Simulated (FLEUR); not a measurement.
# Energy of MnS along an even scaling of the cell

System: MnS (P6₃mc, 4 atoms in the cell).
Method: Kohn-Sham DFT of a periodic cell, PBEsol, all-electron, spin-polarised (FLEUR MaX-R8.1 (later development tree)).

The 7 runs differ only in the geometry, by an even scaling of the cell at fixed fractional positions. The structure derives from a Materials Project entry.

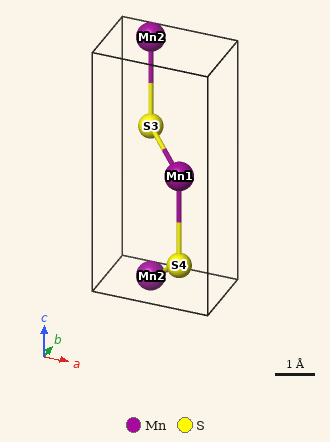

Figure 1. The structure of run 4 (ball-and-stick view of the cell of the calculation, seen slightly off an axis; atoms are numbered from 1 in the order of the input). An atom can appear more than once, as a periodic image.

**Input of run 4**
```
<?xml version="1.0" encoding="UTF-8" standalone="no"?>
<fleurInput fleurInputVersion="0.39">
   <comment>
      MnS                                                                                                 
   </comment>
   <calculationSetup>
      <cutoffs Kmax="5.21" Gmax="16.2" GmaxXC="16.2" numbands="0"/>
      <scfLoop itmax="60" minDistance="0.00001" maxIterBroyd="15" imix="Anderson" alpha="0.05" precondParam="0.0" spinf="2.0" sdNocoIR="T"/>
      <coreElectrons ctail="T" frcor="F" kcrel="0" coretail_lmax="0"/>
      <xcFunctional name="PBEs" relativisticCorrections="F"/>
      <magnetism jspins="2"/>
      <soc l_soc="F" theta="0.0" phi="0.0" spav="F"/>
      <expertModes spex="0" secvar="F"/>
      <geometryOptimization l_f="T" forcealpha="1.0" forcemix="BFGS" epsdisp="0.0005" epsforce="0.0002"/>
      <ldaU l_linMix="F" mixParam="0.05" spinf="1.0"/>
   </calculationSetup>
   <cell>
      <bzIntegration valenceElectrons="42.0" mode="hist" fermiSmearingEnergy="0.00183747">
         <kPointListSelection listName="default-1"/>
         <!-- k-points included here -->
         <xi:include xmlns:xi="http://www.w3.org/2001/XInclude" href="kpts.xml"> </xi:include>
      </bzIntegration>
      <!-- symmetry operations included here -->
      <xi:include xmlns:xi="http://www.w3.org/2001/XInclude" href="sym.xml"> </xi:include>
      <bulkLattice scale="1.0">
         <bravaisMatrix>
            <row-1>    7.4711775975757000     0.0000000000000000     0.0000000000000000</row-1>
            <row-2>   -3.7355887988823362     6.4702295956976137     0.0000000000000000</row-2>
            <row-3>    0.0000000000000000     0.0000000000000000    11.9856424827714552</row-3>
         </bravaisMatrix>
      </bulkLattice>
   </cell>
   <atomSpecies>
      <species name="Manganese 4.000" element="Mn" atomicNumber="25">
         <mtSphere radius="2.13" gridPoints="727" logIncrement="0.017"/>
         <atomicCutoffs lmax="9" lnonsphr="9"/>
         <electronConfig flipSpins="F">
            <coreConfig>(1s1/2) (2s1/2) (2p1/2) (2p3/2)</coreConfig>
            <valenceConfig>(3s1/2) (3p1/2) (3p3/2) (4s1/2) (3d3/2) (3d5/2)</valenceConfig>
            <stateOccupation state="(3d3/2)" spinUp="1.5" spinDown="0.5"/>
            <stateOccupation state="(3d5/2)" spinUp="3.0" spinDown="0.0"/>
         </electronConfig>
         <energyParameters s="4" p="4" d="3" f="4"/>
         <lo type="SCLO" l="0" n="3" eDeriv="0"/>
         <lo type="SCLO" l="1" n="3" eDeriv="0"/>
         <lo type="SCLO" l="1" n="3" eDeriv="1"/>
         <lo type="SCLO" l="2" n="3" eDeriv="2"/>
         <lo type="SCLO" l="3" n="4" eDeriv="2"/>
      </species>
      <species name="Sulfur (S)" element="S" atomicNumber="16">
         <mtSphere radius="1.88" gridPoints="641" logIncrement="0.018"/>
         <atomicCutoffs lmax="8" lnonsphr="8"/>
         <electronConfig flipSpins="F">
            <coreConfig>(1s1/2) (2s1/2) (2p1/2) (2p3/2)</coreConfig>
            <valenceConfig>(3s1/2) (3p1/2) (3p3/2)</valenceConfig>
            <stateOccupation state="(3p1/2)" spinUp="0.666667" spinDown="0.666667"/>
            <stateOccupation state="(3p3/2)" spinUp="1.333333" spinDown="1.333333"/>
         </electronConfig>
         <energyParameters s="3" p="3" d="3" f="4"/>
         <lo type="SCLO" l="0" n="3" eDeriv="2"/>
         <lo type="SCLO" l="1" n="3" eDeriv="2"/>
         <lo type="SCLO" l="2" n="3" eDeriv="2"/>
         <lo type="SCLO" l="3" n="4" eDeriv="2"/>
      </species>
   </atomSpecies>
   <atomGroups>
      <atomGroup species="Manganese 4.000">
         <relPos label="                   1">-1.000/3.000 1.000/3.000 .4988446700</relPos>
         <relPos label="                   2">1.000/3.000 -1.000/3.000 -.0011553300</relPos>
         <force calculate="T" relaxXYZ="TTT"/>
      </atomGroup>
      <atomGroup species="Sulfur (S)">
         <relPos label="                   3">1.000/3.000 -1.000/3.000 -.3738457000</relPos>
         <relPos label="                   4">-1.000/3.000 1.000/3.000 .1261543000</relPos>
         <force calculate="T" relaxXYZ="TTT"/>
      </atomGroup>
   </atomGroups>
   <output dos="F" band="F" slice="F">
      <checks vchk="F" cdinf="F"/>
      <bandDOS minEnergy="-.5*Htr" maxEnergy="0.5*Htr" sigma="0.015" storeEVData="T"/>
      <vacuumDOS vacdos="F" integ="F" star="F" nstars="0" locx1="0.0" locy1="0.0" locx2="0.0" locy2="0.0" nstm="0" tworkf="0.0"/>
      <unfoldingBand unfoldBand="F" supercellX="1" supercellY="1" supercellZ="1"/>
      <plotting iplot="0" polar="F">
         <plot TwoD="T" vec1="  1.0  0.0  0.0" vec2="  0.0  1.0  0.0" vec3="  0.0  0.0  1.0" zero="  0.0  0.0  0.0" file="plot"/>
      </plotting>
      <chargeDensitySlicing numkpt="0" minEigenval="0.0" maxEigenval="0.0" nnne="0" pallst="F"/>
      <specialOutput eonly="F"/>
      <moessbauerParams electricFieldGradient="T" isomerShift="T" coreHyperfine="T" valenceHyperfine="T"/>
      <magneticCircularDichroism mcd="F" energyLo="-10.0" energyUp="0.0"/>
   </output>
  <!-- We include the file relax.xml here to enable relaxations (see documentation) -->
  <xi:include xmlns:xi="http://www.w3.org/2001/XInclude" href="relax.xml"> <xi:fallback/> </xi:include>
</fleurInput>
```

Command:
```bash
inpgen -f crystal.txt -profile fastHighL; mpirun -n 4 fleur_MPI -pe_per_kpt 1
```

Run 3 has the same physical settings and fractional positions; its lattice vectors (Å) are:
```
   3.927042    0.000000    0.000000
  -1.963521    3.400918    0.000000
   0.000000    0.000000    6.299960
```

**Results, with one run withheld**

| run | volume per atom (Å³) | free energy per atom, from the lowest run given (meV) |
| --- | --- | --- |
| 1 | 20.176 | 8.43 |
| 2 | 20.606 | 2.95 |
| 3 | 21.035 | ? |
| 4 | 21.464 | 0.00 |
| 5 | 21.893 | 2.68 |
| 6 | 22.323 | 7.96 |
| 7 | 22.752 | 15.71 |

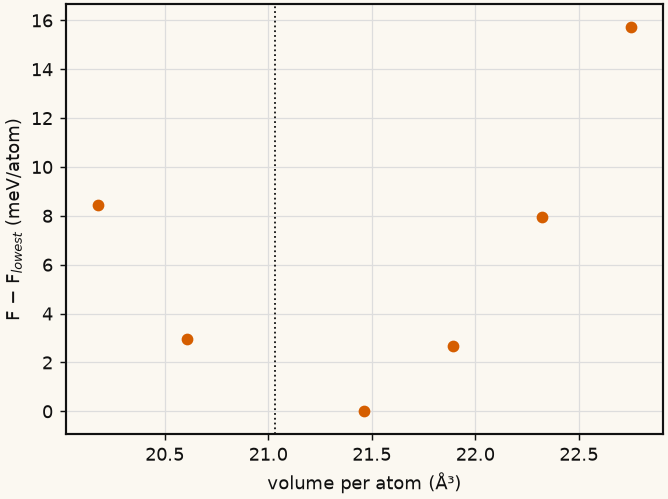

Figure 2. Free energy per atom of the runs given; the dotted line marks run 3.

What should run 3 give?

A cubic polynomial in V^(−2/3) (the Birch–Murnaghan form), fitted to the 6 runs given, misses them by at most 0.05 meV per atom. With x = V^(−2/3) − 0.12932 Å⁻², it reads F = 0.1824 − 886 x + 4.6121e+05 x² − 7.2624e+06 x³ (meV per atom). At run 3 it gives 0.12 meV per atom, and the run itself gives 0.08. The fit has its minimum at 21.260 Å³ per atom, where V d²F/dV² gives 50 GPa. Cell shape and fractional positions are held, so this is the stiffness under even scaling; the relaxed bulk modulus wasn't computed.

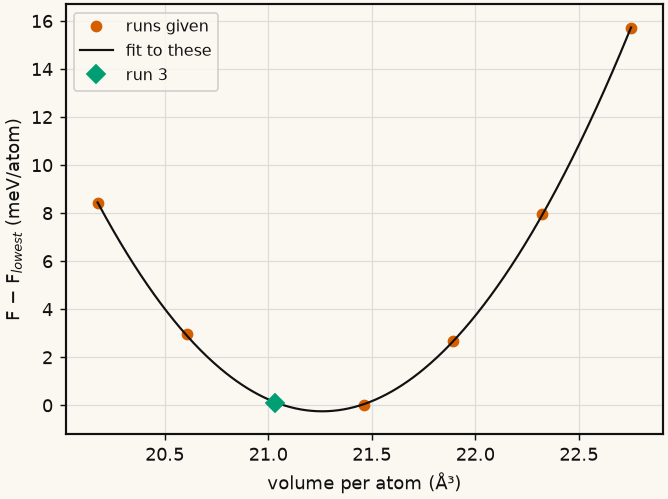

Figure 3. The fit and the withheld run.

**Output (run 3)**
```
Welcome to FLEUR        (www.flapw.de)
      MaX-Release 8.1          (www.max-centre.eu)

 ========== k-point set info ==========
 Selected k-point list: default-1
 k-point list type: mesh
 8 x 8 x 4
 Number of k points: 30

 ------------Calculation Setup---------------------------
 Number of MPI-tasks      :            4
 Number of PE/node        :            4
 Number of OMP-threads    :            1
 Using exactly            1  PE per kpt
 k-points in parallel     :            4
 pe's per k-point         :            1
 Using exactly            1  PE per kpt
 No of k-point loops      :            7
 Info/Warning             : your k-point parallelism is not fully load-balanced
 Using exactly            1  PE per kpt
 Using exactly            1  PE per kpt
 Eigenvalue solver        :       lapack
 Number of basis functions:         1527
 Approximate size of matrices (H+S) per k-point:         0.069 GB
 --------------------------------------------------------

 Iteration:     1   Distance:       8.60365484 me/bohr^3

 Iteration:     2   Distance:       8.09763967 me/bohr^3

 Iteration:     3   Distance:       3.00699424 me/bohr^3

 Iteration:     4   Distance:       1.72699814 me/bohr^3

 Iteration:     5   Distance:       1.72210725 me/bohr^3

 Iteration:     6   Distance:       0.59988990 me/bohr^3

 Iteration:     7   Distance:       0.80294891 me/bohr^3

 Iteration:     8   Distance:       0.27746628 me/bohr^3

 Iteration:     9   Distance:       0.24662088 me/bohr^3

 Iteration:    10   Distance:       0.04635608 me/bohr^3

 Iteration:    11   Distance:       0.04338759 me/bohr^3

 Iteration:    12   Distance:       0.01322605 me/bohr^3

 Iteration:    13   Distance:       0.00911439 me/bohr^3

 Iteration:    14   Distance:       0.00125734 me/bohr^3

 Iteration:    15   Distance:       0.00023340 me/bohr^3

 Iteration:    16   Distance:       0.00020705 me/bohr^3

 Iteration:    17   Distance:       0.00014734 me/bohr^3

 Iteration:    18   Distance:       0.00003755 me/bohr^3

 Iteration:    19   Distance:       0.00000987 me/bohr^3

 ********************************************************************
 Run finished successfully
 Stop message:
   all done
 ********************************************************************
```
